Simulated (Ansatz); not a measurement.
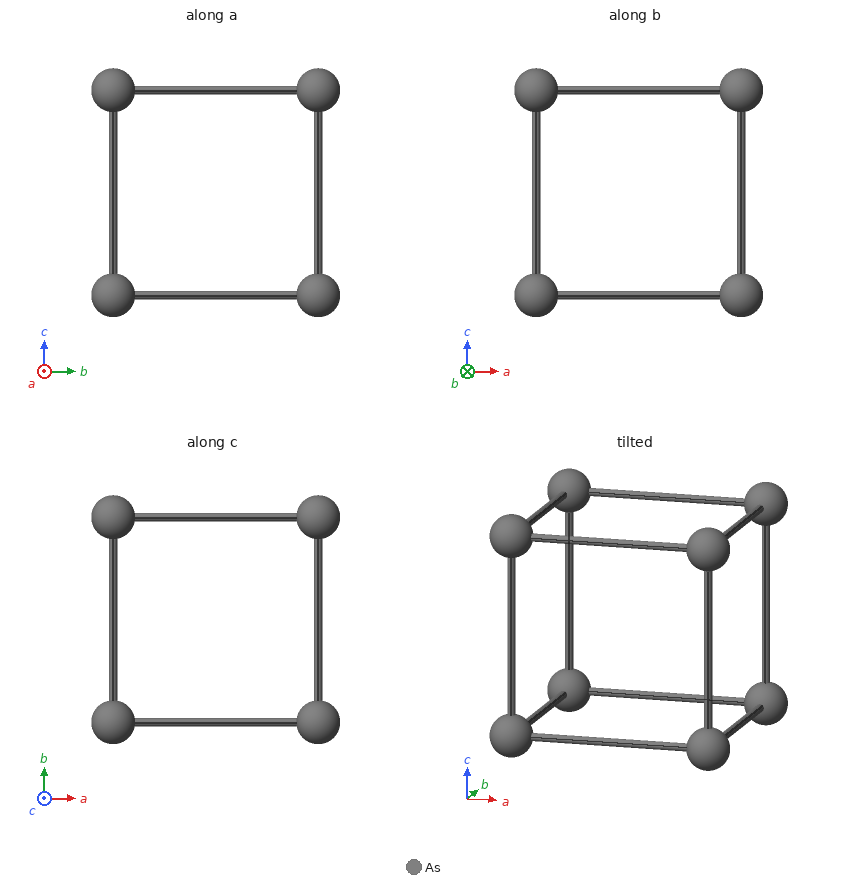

Ball-and-stick model, viewed along the a axis, along the b axis, along the c axis and slightly off an axis. The lines enclose the conventional unit cell; boundary atoms appear with their images.

Lattice parameters: a = 2.7828 Å, b = 2.7828 Å, c = 2.7828 Å, α = 90.000°, β = 90.000°, γ = 90.000°.

Record the structure as a CIF in P1 with every atom of the cell.

```cif
data_structure
_symmetry_space_group_name_H-M 'P 1'
_symmetry_Int_Tables_number 1
_cell_length_a 2.7828
_cell_length_b 2.7828
_cell_length_c 2.7828
_cell_angle_alpha 90.000
_cell_angle_beta 90.000
_cell_angle_gamma 90.000
_cell_volume 21.55
loop_
_atom_site_label
_atom_site_type_symbol
_atom_site_fract_x
_atom_site_fract_y
_atom_site_fract_z
_atom_site_occupancy
As1 As 0.0000 0.0000 0.0000 1
```

The model was built from a structure type filled with this element by a generator (whether the element takes this form wasn't checked). The cell was then strained or its atoms displaced on purpose. It went into a calculation with Ansatz.

At this level of theory the cell isn't at rest (stretched, at -4 GPa), so its distances can differ from those at equilibrium, the more so the softer the solid.
